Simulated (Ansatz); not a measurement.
## SnS$_{2}$: geometry relaxation

- system: SnS$_{2}$ (P-3m1, 3 atoms in the cell)
- method: DFT LDA, scalar-relativistic, plane waves, PAW, no spin polarisation (Ansatz 0.2.0)

The structure derives from an entry of the Crystallography Open Database. It belongs to a series of runs on one base structure; here: cell and atoms relaxed tightly for response. Figures and captions count atoms from 1; the log counts them from 0 in places.

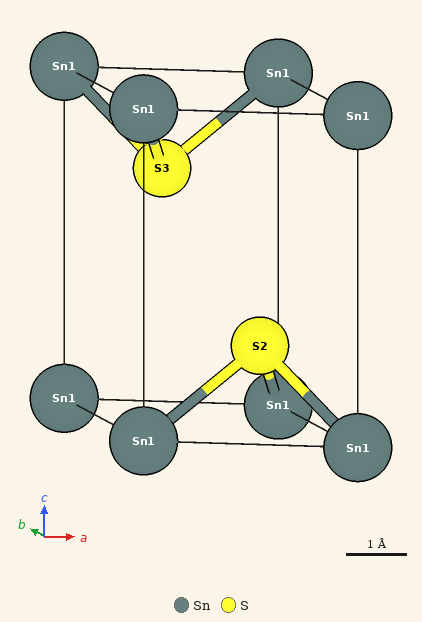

Figure 1. The starting structure (ball-and-stick view of the cell of the calculation, seen slightly off an axis; atoms are numbered from 1 in the order of the input). Near neighbours in the crystal (not all of them lie inside the picture): Sn has 6 S at 2.56 Å; S has 3 Sn at 2.56 Å.

Input
```yaml
crystal:
  lattice:
    - [3.6322974532, 0.0, 0.0]
    - [-1.8161487266, 3.1456618686, 0.0]
    - [0.0, 0.0, 5.6986094049]
  atoms:
    - { symbol: Sn, position: [0.0, 0.0, 0.0] }
    - { symbol: S, position: [0.6666666667, 0.3333333333, 0.2574471902] }
    - { symbol: S, position: [0.3333333333, 0.6666666667, 0.7425528098] }
basis:
  ecutwfc: 420
kpoints:
  mp_grid: { grid: [12, 12, 6] }
hamiltonian:
  xc: lda
scf:
  occupations: { method: fixed }
output:
  forces: true
  stress: true
  eigenvalues: true
relax:
  adjacent_minimum: "off"
  f_tol: 0.001
  max_steps: 60
  cell: { stress_tol: 0.01 }
```

Hardware: 1 thread of AMD EPYC (Zen 3), 32 GiB of memory available, shared host.

Run as:
```bash
ansatz run input.yaml --threads 1 --pin off --max-ram 3072MiB --backend cpu --events-out ev --progress --plain --runs-dir out
```

Output
```
Engine: ansatz 0.2.0, x86_64-unknown-linux-gnu
Pseudopotentials: kind: paw
Pseudopotential: Sn, paw, valence charge 14, recommended cutoff 420 eV (normal), Sn.paw.azcp
Pseudopotential: S, paw, valence charge 6, recommended cutoff 420 eV (normal), S.paw.azcp
Functional definition: SPW92
  exchange = slater_x
  correlation = pw_c
Crystal: 3 atoms, lattice volume = 65.112 Å³
Basis set: ecut = 420 eV, 1243 PW (Γ)
Bands: 17, of which v1, the nominal top of the filled ones, is band 13 counted from 1 (12 counted from 0)
Symmetry: 12 space group operations
Space group: P-3m1 (ITA 164), of the structure as read, at distance tolerance 4.0e-5 Å
k-points: 100 of 864
Non-local potential: Sn, projectors of the file, l = 0: 2, l = 1: 2, l = 2: 2, l = 3: 2
Non-local potential: S, projectors of the file, l = 0: 2, l = 1: 2, l = 2: 2
PAW form: soft (Blöchl's): semilocal exchange-correlation on the pseudo side does not see the compensation charge
PAW frozen core: Sn, regenerated for the run's functional, and the local potential with it (the file was generated under x = pbe(κ = 0.804, μ = 0.2195149727645171), c = pbe(β = 0.06672455060314922))
PAW frozen core: S, regenerated for the run's functional, and the local potential with it (the file was generated under x = pbe(κ = 0.804, μ = 0.2195149727645171), c = pbe(β = 0.06672455060314922))
PAW one-centre angular grid: Sn, 590 points (default); XC on 64 Gauss nodes
PAW one-centre angular grid: S, 110 points (default); XC on 64 Gauss nodes
Initial density: superposition of atomic densities (neutral atoms: chi_scale 0, normalization atom), corrected by the library's trained network
Initial wavefunctions: pseudopotential atomic-orbital guess
Functional: x = slater, c = lda
SCF iter   1: F=—  HF=-7619.814462 eV  |F-HF|=—  |Δ(HF+E_count)|=         —  Δρ=7.68e-3  dr2=3.92e-2  ethr=1.77e-3  ⟨swp⟩=5.0  Hψ=8019  notcnv=0  defer=189
preconditioner: auto → Resta (q_TF=auto, 2.341 Å⁻¹)  ε∞=3.2  [insulator: Δε(μ)=0.988 eV  Ē_g=15.986 eV  n_scr=22 (ndim 8)  ℏωp=23.5 eV  f_vac=0.014  ε∞_Penn≈3.2]
SCF iter   2: F=—  HF=-7619.802511 eV  |F-HF|=—  |Δ(HF+E_count)|=   1.20e-2  Δρ=3.50e-3  dr2=5.29e-3  ethr=1.51e-4  ⟨swp⟩=2.0  Hψ=2747  notcnv=0  defer=196
SCF iter   3: F=—  HF=-7619.800913 eV  |F-HF|=—  |Δ(HF+E_count)|=   1.60e-3  Δρ=7.12e-4  dr2=2.60e-4  ethr=2.03e-5  ⟨swp⟩=2.0  Hψ=3204  notcnv=0  defer=196
SCF iter   4: F=—  HF=-7619.800854 eV  |F-HF|=—  |Δ(HF+E_count)|=   5.91e-5  Δρ=2.03e-4  dr2=2.36e-5  ethr=9.99e-7  ⟨swp⟩=2.0  Hψ=2664  notcnv=0  defer=196
SCF iter   5: F=—  HF=-7619.800852 eV  |F-HF|=—  |Δ(HF+E_count)|=   1.87e-6  Δρ=3.83e-5  dr2=1.21e-6  ethr=9.06e-8  ⟨swp⟩=2.4  Hψ=3021  notcnv=0  defer=16
SCF iter   6: F=-7619.800853 eV  HF=-7619.800853 eV  |F-HF|=3.69e-8  |Δ(HF+E_count)|=   2.61e-7  Δρ=1.05e-5  dr2=7.92e-8  ethr=3.85e-10  ⟨swp⟩=7.6  Hψ=10266  notcnv=0
SCF 1 converged in 6 iterations: F = -7619.800853 eV  dr2 = 7.92e-8
  greatest PAW one-centre occupation: 0.994 electrons in one spin orbital (limit 2), on the Sn atom at site 0 (counted from 0), in its partial waves of l = 2
relax step   1: F+E_penalty+E_count = -7619.80085260 eV  Δ(F+E_penalty+E_count) = +0.000e0 eV  max|allowed force component| = 3.109e-4 eV/Å  Δτ_max = 0.0000 Å  P = +0.001 GPa  Ω = 65.112 Å³  (6 SCF iters, dr2 threshold 1.00e-7 eV, accepted)
Initial density: handed on by an earlier stage of this run
Initial wavefunctions: pseudopotential atomic-orbital guess (no wavefunctions were taken with the density)
iter 1 solved again at ethr=3.21e-7 eV; its pass at ethr=3.10e-3 eV (dr2=8.35e-5 eV) is discarded
SCF iter   1: F=—  HF=-7619.800853 eV  |F-HF|=—  |Δ(HF+E_count)|=         —  Δρ=1.03e-5  dr2=7.67e-8  ethr=3.21e-7  ⟨swp⟩=3.5  Hψ=13025  notcnv=0  defer=195
eigensolver tolerance schedule: the retry pair's looser diagonalisation over-reported the residual by 1087.05 of it (diagonalisation noise at 0.13 of the residual, at the tolerance the schedule requests for it); recorded, not acted on — ethr = c·dr2/N_el stays at c = 1.0e-1
preconditioner: auto → Resta (q_TF=auto, 2.341 Å⁻¹)  ε∞=3.2  [insulator: Δε(μ)=1.040 eV  Ē_g=16.001 eV  n_scr=22 (ndim 8)  ℏωp=23.5 eV  f_vac=0.012  ε∞_Penn≈3.2]
SCF iter   2: F=—  HF=-7619.800853 eV  |F-HF|=—  |Δ(HF+E_count)|=   5.66e-7  Δρ=4.52e-6  dr2=1.60e-8  ethr=2.95e-10  ⟨swp⟩=2.2  Hψ=3038  notcnv=0  defer=188
SCF iter   3: F=—  HF=-7619.800853 eV  |F-HF|=—  |Δ(HF+E_count)|=   6.68e-9  Δρ=1.44e-6  dr2=1.99e-9  ethr=6.16e-11  ⟨swp⟩=2.6  Hψ=3047  notcnv=0  defer=188
SCF iter   4: F=—  HF=-7619.800853 eV  |F-HF|=—  |Δ(HF+E_count)|=   1.63e-9  Δρ=2.19e-7  dr2=3.45e-11  ethr=7.67e-12  ⟨swp⟩=2.3  Hψ=2299  notcnv=0  defer=188
SCF iter   5: F=—  HF=-7619.800853 eV  |F-HF|=—  |Δ(HF+E_count)|=  1.00e-11  Δρ=6.54e-8  dr2=3.24e-12  ethr=1.00e-12  ⟨swp⟩=1.1  Hψ=1885  notcnv=0  defer=188
SCF iter   6: F=-7619.800853 eV  HF=-7619.800853 eV  |F-HF|=5.46e-12  |Δ(HF+E_count)|=    0.00e0  Δρ=2.11e-8  dr2=3.50e-13  ethr=1.00e-12  ⟨swp⟩=8.5  Hψ=10126  notcnv=0
SCF 2 converged in 6 iterations: F = -7619.800853 eV  dr2 = 3.50e-13
relax step   2: F+E_penalty+E_count = -7619.80085263 eV  Δ(F+E_penalty+E_count) = -3.301e-8 eV  max|allowed force component| = 3.045e-4 eV/Å  Δτ_max = 0.0000 Å  P = +0.001 GPa  Ω = 65.112 Å³  stress off target by 6.04e-3 GPa  SCF on the basis re-selected at this cell (its energy is not comparable with the rows above)  (6 SCF iters)
```

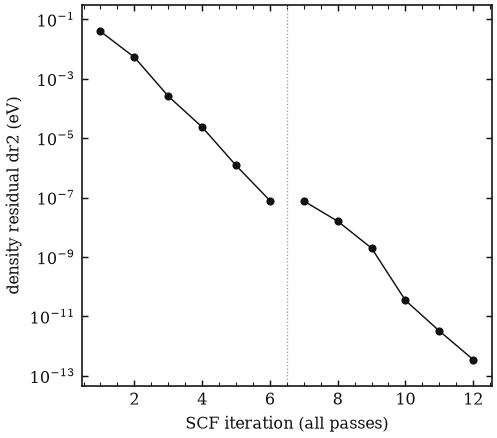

Figure 2. Convergence of the self-consistent field: density residual dr2 against the SCF iteration. The dotted lines part the SCF passes of the relaxation: geometry steps, rejected trials and re-solves on a re-selected basis. The passes take 6 and 6 iterations.

```
basis re-selected at this cell: Δ(F+E_penalty+E_count) = -3.301e-8 eV, ΔP = +0.000 GPa vs the last step (what re-selecting the basis moved, of the pressure what is left beyond the Pulay correction that the steps carried, after the strain that the cell walked since its last selection, with what the two solves' SCF thresholds leave and, on support functions, any second-order correction that the steps lacked; it is no measure of the basis error at this ecutwfc). This SCF's stress stands 6.04e-3 GPa from its target on what of the cell is left free (relax.cell.stress_tol is 1.00e-2 GPa) and its largest allowed force component is 3.05e-4 eV/Å (relax.f_tol is 1.00e-3 eV/Å): within both
SCF converged after 6 iterations
Free energy (F): -7619.800853 eV
Harris-Foulkes:  -7619.800853 eV  (|F-HF|=5.46e-12)
Internal energy: -7619.800853 eV  (E = F + TS)
E sigma→0 (E₀):  -7619.800853 eV
Fermi energy:    7.058716 eV
--- Per-component energies (eV) ---
  E_band       = -110.606301
  E_kinetic    = 403.309468
  E_local      = -1498.284500  (includes V_loc(G=0)·N_el)
  E_nonlocal   = 33.372123
  E_hartree    = 799.497771
  E_xc         = -570.061300
  E_vxc        = -272.710103  (∫ρ·V_xc dr)
  E_paw        = -5138.371544  (= ΣΔE_a)
  E_vpaw       = -375.288832  (= ΣTr[D̂ρ^β])
  E_aug_tail   = 0.000002  (compensation charges beyond the density's cutoff)
  E_ewald      = -1649.994167
  E_core_change = 0.731293  (= ΣΔE_core)
  E_smearing   = -0.000000  (= −TS)
  E_closure    = -0.000000  (closes the sum)
  Σ components = -7619.800853   (vs F -7619.800853, Δ=0.00e0)
--- Forces (eV/Å), atoms counted from 1 ---
  atom   1  Sn     0.00000000     0.00000000     0.00000000
  atom   2  S      0.00000000    -0.00000000    -0.00030455
  atom   3  S      0.00000000     0.00000000     0.00030455
  max |Σ_I F_I| component: 1.85e-17 eV/Å
--- Stress (GPa, compression-positive) ---
       -0.001420      -0.000000       0.000000
        0.000000      -0.001420      -0.000000
        0.000000      -0.000000       0.006043
  P = ⅓ Tr σ = 0.0011 GPa (0.011 kbar)
--- Band table (eV; the first three rows and the last of 100) ---
  k-point 0: bands = ["-14.0179", "-14.0179", "-13.9660", "-13.9379", "-13.9379", "-7.1086", "-4.8524", "0.9524", "6.2105", "6.2105", "6.4640", "6.4640", "7.0546", "8.6217", "10.3102", "12.1986", "12.1986"]
  k-point 1: bands = ["-14.0179", "-14.0179", "-13.9659", "-13.9379", "-13.9379", "-7.0569", "-4.9809", "1.2288", "6.1659", "6.1659", "6.3822", "6.5278", "6.5278", "9.1181", "10.3421", "12.1030", "12.1030"]
  k-point 2: bands = ["-14.0179", "-14.0179", "-13.9657", "-13.9379", "-13.9379", "-6.9364", "-5.2430", "1.8913", "5.3073", "6.1072", "6.1072", "6.6257", "6.6257", "9.7318", "10.4002", "11.9239", "11.9239"]
  k-point 99: bands = ["-14.0425", "-14.0425", "-13.9385", "-13.9385", "-13.9093", "-4.4447", "-4.4447", "-0.4310", "2.5787", "2.5787", "3.0756", "6.6371", "6.6371", "9.9568", "12.0038", "12.0038", "13.7269"]
--- Relaxed structure (1 steps of the walk, 1 accepted, 1 SCFs on fresh bases) ---
  F+E_penalty+E_count = -7619.80085263 eV   max|allowed force component| = 3.045e-4 eV/Å   (the final SCF, on the basis selected at the relaxed cell)
  cell:  # Å, volume = 65.1122 Å³
    - [3.632297453215751, 0.0, 0.0]
    - [-1.8161487266078755, 3.145661868586359, 0.0]
    - [0.0, 0.0, 5.6986094049]
  atoms:
    - { symbol: Sn, position: [0.0, 0.0, 0.0] }
    - { symbol: S, position: [0.6666666666666666, 0.3333333333333333, 0.2574471902] }
    - { symbol: S, position: [0.3333333333333333, 0.6666666666666666, 0.7425528098] }
```

Trajectory as extended XYZ (Å, eV, eV/Å), 2 frames, from step=1 to step=2
```
3
Lattice="3.6323 0.0000 0.0000 -1.8161 3.1457 0.0000 0.0000 0.0000 5.6986" Properties=species:S:1:pos:R:3:forces:R:3 step=1 energy=-7619.80085 pressure_GPa=0.00
Sn    0.0000    0.0000    0.0000    0.0000   0.0000   0.0000
S     1.8161    1.0486    1.4671    0.0000   0.0000  -0.0003
S     0.0000    2.0971    4.2315    0.0000   0.0000   0.0003
3
Lattice="3.6323 0.0000 0.0000 -1.8161 3.1457 0.0000 0.0000 0.0000 5.6986" Properties=species:S:1:pos:R:3:forces:R:3 step=2 energy=-7619.80085 pressure_GPa=0.00
Sn    0.0000    0.0000    0.0000    0.0000   0.0000   0.0000
S     1.8161    1.0486    1.4671    0.0000   0.0000  -0.0003
S     0.0000    2.0971    4.2315    0.0000   0.0000   0.0003
```

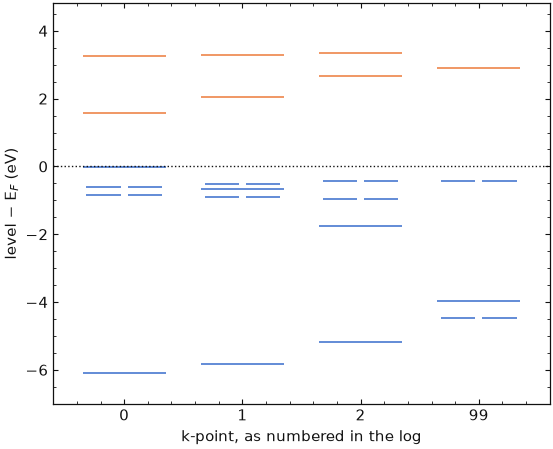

Figure 3. Kohn–Sham levels near the Fermi level (dotted) at the few k-points that the log prints; levels within 0.02 eV of each other stand side by side. Among these points the highest filled and lowest empty levels are 1.57 eV apart; the gap on the full mesh, 1.04 eV, has an edge at a point that isn't printed.

Key numbers

| quantity | value |
| --- | --- |
| outcome | converged |
| space group (tolerance 0.01 Å) | P-3m1 (164) |
| electrons treated | 26 |
| free energy | −7619.8009 eV |
| Fermi energy | 7.059 eV |
| gap on the k-point mesh | 1.04 eV |
| pressure | 0.00 GPa |
| final volume | 65.11 Å³ |
| largest force (length of the vector) at the end | under 0.001 eV/Å |
| final cell | a = 3.632 Å, b = 3.632 Å, c = 5.699 Å, α = 90.00°, β = 90.00°, γ = 120.00° |
| wall time | 11 s |
| peak memory | 0.45 GiB |
